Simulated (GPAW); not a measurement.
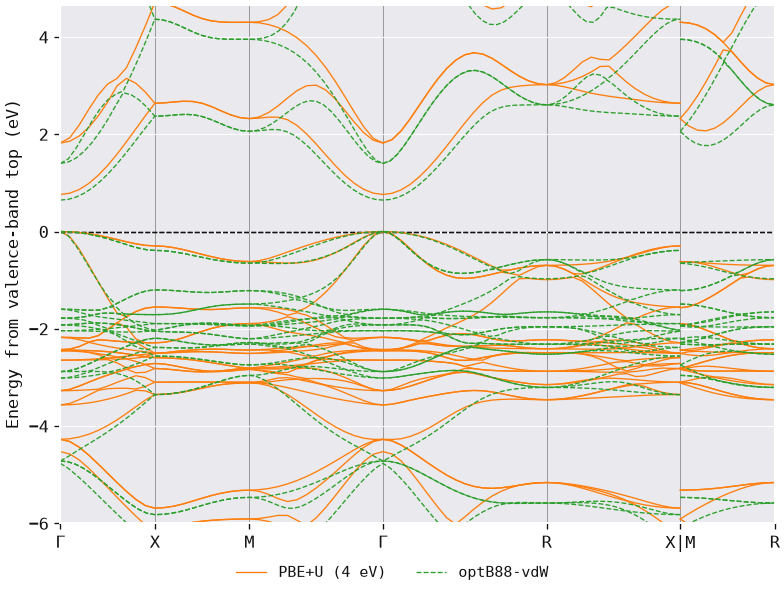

Band structures of Cu₂O, space group Pn-3m, 6 atoms in the cell (cubic a = 4.260 Å), by two methods on the same cell. Each is counted from its own valence-band top.

How do the methods compare?

PBE+U (4 eV) gives a gap of 0.76 eV along the path and optB88-vdW gives a gap of 0.65 eV along the path.

Settings. PBE+U (4 eV): Cu d U = 4 eV, GPAW PAW data sets (gpaw-data 1.2.1), no spin polarisation, no spin-orbit coupling, 5×5×5 k mesh, 800 eV cutoff, Fermi-Dirac smearing of 0.05 eV (GPAW 26.7.0). optB88-vdW: GPAW PAW data sets (gpaw-data 1.2.1), no spin polarisation, no spin-orbit coupling, 5×5×5 k mesh, 800 eV cutoff, Fermi-Dirac smearing of 0.05 eV (GPAW).

optB88-vdW: the PAW data sets were made with another functional. LDA, GGA and most meta-GGA functionals understate gaps. The cell is at 6 GPa in PBE+U.
